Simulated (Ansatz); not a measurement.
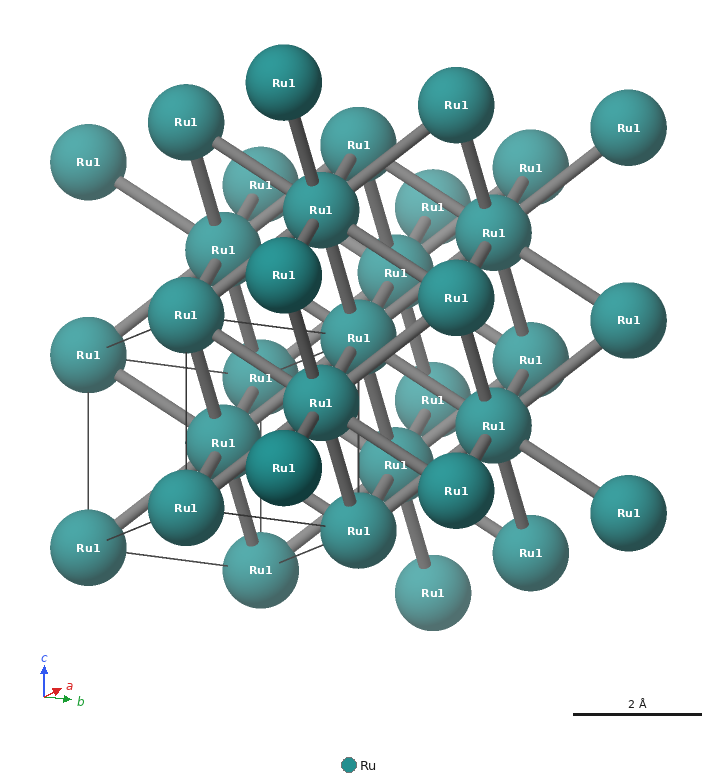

The input geometry (ball-and-stick view of the cell 2 times as large as that of the calculation, set on its symmetry axes, repeated 2 × 2 × 2, seen at an oblique angle; atoms are numbered from 1 in the order of the input).

Single-point calculation, with input and output: Ru

Ru (Im-3m, 1 atom in the cell), computed with DFT PBE, scalar-relativistic, plane waves, PAW, no spin polarisation (Ansatz 0.2.0).

The structure was built on a prototype by a generator; it need not be a known phase. It belongs to a series of runs on one base structure; here: volume 15.005 Å³/atom. Figures and captions count atoms from 1; the log counts them from 0 in places.

The input:
```yaml
crystal:
  lattice:
    - [-1.553776182, 1.553776182, 1.553776182]
    - [1.553776182, -1.553776182, 1.553776182]
    - [1.553776182, 1.553776182, -1.553776182]
  atoms:
    - { symbol: Ru, position: [0.0, 0.0, 0.0] }
basis:
  ecutwfc: 420
  ecutrho_ratio: 4
kpoints:
  mp_grid: { grid: [10, 10, 10] }
hamiltonian:
  xc: pbe
scf:
  occupations: { method: gaussian, width: 0.05 }
output:
  forces: true
  stress: true
  eigenvalues: true
```

Machine: 4 threads of an x86-64 CPU, shared host.

Output:
```
Engine: ansatz 0.2.0, x86_64-unknown-linux-gnu
Pseudopotentials: kind: paw
Pseudopotential: Ru, paw, valence charge 16, recommended cutoff 420 eV (normal), Ru.paw.azcp
Functional definition: PBE
  parameter kappa = 0.804
  parameter beta = 0.06672455060314922
  exchange = pbe_x(kappa = kappa, mu = beta*pi^2/3)
  correlation = pbe_c(beta = beta)
Crystal: 1 atoms, lattice volume = 15.005 Å³
Basis set: ecut = 420 eV, 321 PW (Γ), exchange–correlation on 36×36×36 points (8 copies of the dense FFT grid, shifted against one another)
Bands: 12, of which v1, the nominal top of the filled ones, is band 8 counted from 1 (7 counted from 0)
Symmetry: 48 space group operations
Space group: Im-3m (ITA 229), of the structure as read, at distance tolerance 2.5e-5 Å
k-points: 47 of 1000
Non-local potential: Ru, projectors of the file, l = 0: 3, l = 1: 2, l = 2: 2, l = 3: 1
PAW form: soft (Blöchl's): semilocal exchange-correlation on the pseudo side does not see the compensation charge
PAW one-centre angular grid: Ru, 590 points (default); XC on 64 Gauss nodes
Initial density: superposition of atomic densities (neutral atoms: chi_scale 0, normalization atom), corrected by the library's trained network
Initial wavefunctions: pseudopotential atomic-orbital guess
Functional: x = pbe(κ = 0.804, μ = 0.2195149727645171), c = pbe(β = 0.06672455060314922)
SCF iter   1: F=—  HF=-5878.027326 eV  |F-HF|=—  |Δ(HF+E_count)|=         —  Δρ=9.66e-3  dr2=2.54e-3  ethr=1.77e-3  ⟨swp⟩=5.2  Hψ=3126  notcnv=0
preconditioner: auto → none  [metal: Δε(μ)=0.015 eV  Ē_g=10.352 eV  σ=0.050 eV  W_gap=0.17  n_scr=0 (ndim 8)  ℏωp=27.1 eV  f_vac=0.000  D(μ)=2.32/eV (n_scr^D=42)]
SCF iter   2: F=—  HF=-5878.027110 eV  |F-HF|=—  |Δ(HF+E_count)|=   2.16e-4  Δρ=4.52e-3  dr2=5.42e-4  ethr=1.59e-5  ⟨swp⟩=2.4  Hψ=1139  notcnv=0
SCF iter   3: F=—  HF=-5878.027223 eV  |F-HF|=—  |Δ(HF+E_count)|=   1.13e-4  Δρ=1.83e-4  dr2=2.19e-6  ethr=3.39e-6  ⟨swp⟩=1.1  Hψ=605  notcnv=0
SCF iter   4: F=—  HF=-5878.027220 eV  |F-HF|=—  |Δ(HF+E_count)|=   3.00e-6  Δρ=6.48e-5  dr2=4.41e-7  ethr=1.37e-8  ⟨swp⟩=2.0  Hψ=931  notcnv=0
iter 5 did not close the SCF: its close was put off for the readings that it lacked (scf_convergence_deferred on its scf_iter line)
SCF iter   5: F=-5878.027220 eV  HF=-5878.027220 eV  |F-HF|=1.24e-8  |Δ(HF+E_count)|=   2.43e-8  Δρ=1.51e-5  dr2=6.52e-9  ethr=2.76e-9  ⟨swp⟩=2.3  Hψ=778  notcnv=0
SCF iter   6: F=-5878.027220 eV  HF=-5878.027220 eV  |F-HF|=1.11e-9  |Δ(HF+E_count)|=   1.18e-8  Δρ=4.24e-6  dr2=5.97e-10  ethr=4.07e-11  ⟨swp⟩=2.3  Hψ=1911  notcnv=0
SCF 1 converged in 6 iterations: F = -5878.027220 eV  dr2 = 5.97e-10
  greatest PAW one-centre occupation: 0.998 electrons in one spin orbital (limit 2), on the Ru atom at site 0 (counted from 0), in its partial waves of l = 0
```

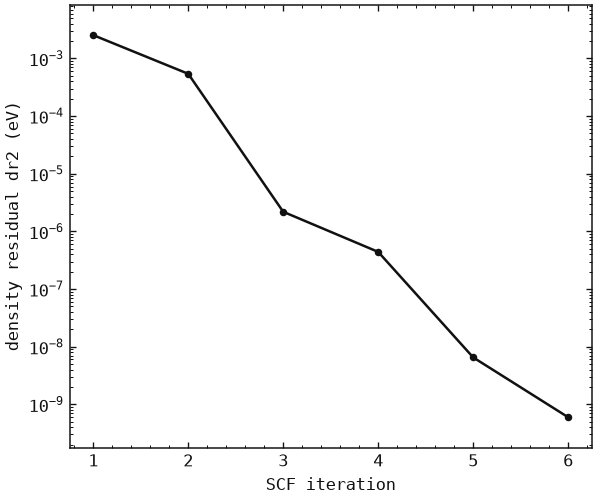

Convergence of the self-consistent field: density residual dr2 against the SCF iteration. The residual falls at every step.

```
SCF converged after 6 iterations
Free energy (F): -5878.027220 eV
Harris-Foulkes:  -5878.027220 eV  (|F-HF|=1.11e-9)
Internal energy: -5878.024281 eV  (E = F + TS)
E sigma→0 (E₀):  -5878.025750 eV
Entropy (-TS):   -0.002939 eV (-2.939 meV/atom)
Fermi energy:    20.900017 eV
--- Per-component energies (eV) ---
  E_band       = -90.687116
  E_kinetic    = 511.608979
  E_local      = -1362.923440  (includes V_loc(G=0)·N_el)
  E_nonlocal   = 343.891854
  E_hartree    = 438.025765
  E_xc         = -189.209692
  E_vxc        = -237.399635  (∫ρ·V_xc dr)
  E_paw        = -3460.911718  (= ΣΔE_a)
  E_vpaw       = -221.916054  (= ΣTr[D̂ρ^β])
  E_aug_tail   = -0.000181  (compensation charges beyond the density's cutoff)
  E_ewald      = -2158.505848
  E_smearing   = -0.002939  (= −TS)
  E_closure    = 0.000000  (closes the sum)
  Σ components = -5878.027220   (vs F -5878.027220, Δ=0.00e0)
--- Forces (eV/Å), atoms counted from 1 ---
  atom   1  Ru     0.00000000    -0.00000000    -0.00000000
  max |Σ_I F_I| component: 1.36e-31 eV/Å
--- Stress (GPa, compression-positive) ---
      -13.109927      -0.000000       0.000000
       -0.000000     -13.109927       0.000000
       -0.000000      -0.000000     -13.109927
  P = ⅓ Tr σ = -13.1099 GPa (-131.099 kbar)
--- Band table (eV; the first three rows and the last of 47) ---
  k-point 0: bands = ["-52.0494", "-21.5795", "-21.5795", "-21.5795", "13.3881", "18.3954", "18.3954", "18.3954", "20.8445", "20.8445", "37.7684", "37.7684"]
  k-point 1: bands = ["-52.0373", "-21.6562", "-21.6046", "-21.5795", "13.7882", "18.2212", "18.3808", "18.7339", "20.6390", "20.8574", "37.9279", "38.0443"]
  k-point 2: bands = ["-52.0053", "-21.8545", "-21.6701", "-21.5798", "14.7883", "17.7934", "18.3379", "19.6930", "20.4075", "20.9137", "37.6087", "37.6447"]
  k-point 46: bands = ["-51.8262", "-22.1339", "-22.1339", "-22.1339", "15.2953", "15.2953", "22.5380", "22.5380", "22.5380", "29.8373", "29.8373", "29.8373"]
```

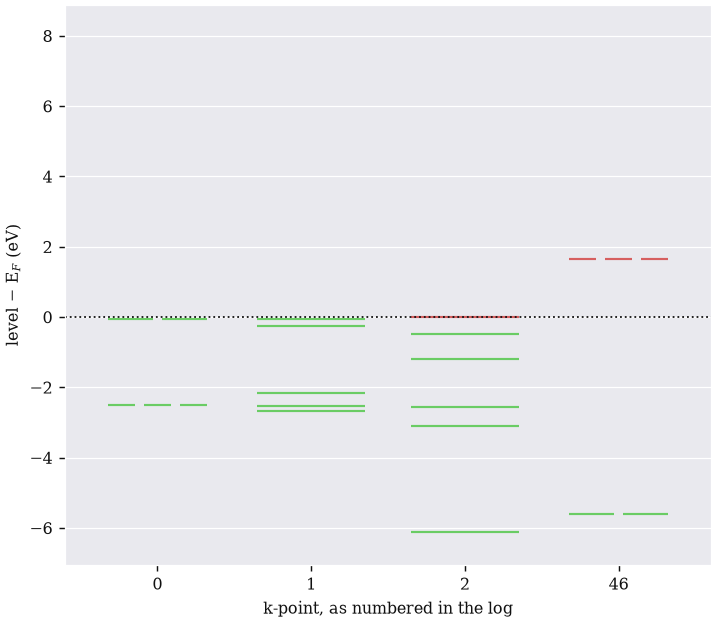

Kohn–Sham levels near the Fermi level (dotted) at the few k-points that the log prints; levels within 0.02 eV of each other stand side by side. The system is metallic on the full mesh.

Results in brief:

```csv
quantity,value
outcome,converged
space group (tolerance 0.01 Å),Im-3m (229)
electrons treated,16
free energy,−5878.0272 eV
Fermi energy,20.900 eV
gap on the k-point mesh,none (metallic)
pressure,−13.11 GPa
largest force (length of the vector),under 0.001 eV/Å
wall time,0.57 s (CPU time 1.2 s)
peak memory,0.33 GiB
```

Remarks:

The cell is under a tension of 13.1 GPa at this level, so it is not at its equilibrium volume.
